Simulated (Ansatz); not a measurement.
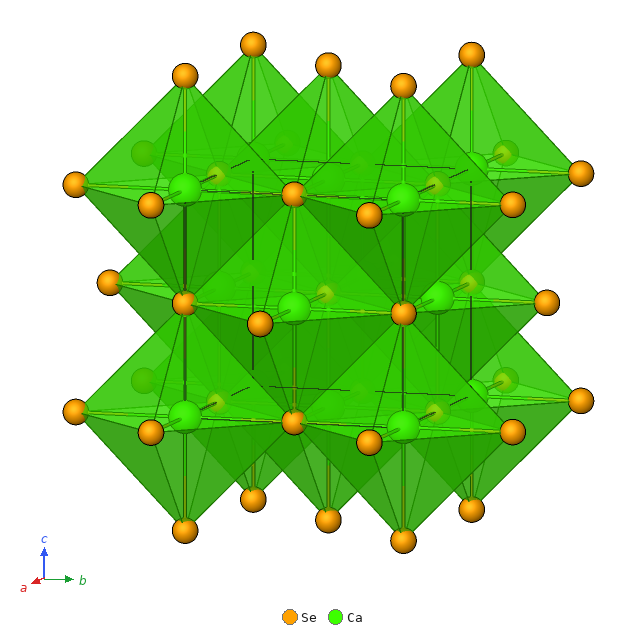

Polyhedral representation of a periodic structure, projected slightly off an axis. One drawn cell (a repeat of the simulation cell) is framed, with atoms on its boundary repeated. Some neighbours outside the box are added.

CaSe, a = 5.935 Å, b = 5.935 Å, c = 5.935 Å, α = 90.00°, β = 90.00°, γ = 89.36°. Strictly the space group is Immm (No. 71, within 0.01 Å). It is a distorted form of a face-centred cubic structure, space group Fm-3m (No. 225) within 0.25 Å: rock salt (NaCl type). The structure was taken from a structure type filled with these elements by a generator (whether the compound takes this form wasn't checked). The cell was then strained or its atoms displaced on purpose. It was the input of a calculation with Ansatz.

This one geometry was computed with Ansatz (DFT, plane waves, PAW) at three levels of theory: PBE, HSE06 and r2SCAN. It was relaxed with r2SCAN and then strained.

**How does the band gap change with the level of theory?**

PBE: a gap of 2.02 eV, indirect; r2SCAN: a gap of 2.48 eV, indirect; HSE06: a gap of 2.96 eV, indirect.

**Collect the results in a table.**

| level | cutoff (eV) | k-mesh of the run's cell | gap (eV) | pressure (GPa) |
| --- | --- | --- | --- | --- |
| PBE | 420 | 8×8×8 | 2.02 | 0.6 |
| HSE06 | 420 | 6×6×6 | 2.96 | 0.2 |
| r2SCAN | 500 | 8×8×8 | 2.48 | 0.0 |

Gaps are taken on the k-mesh or band path of each run.
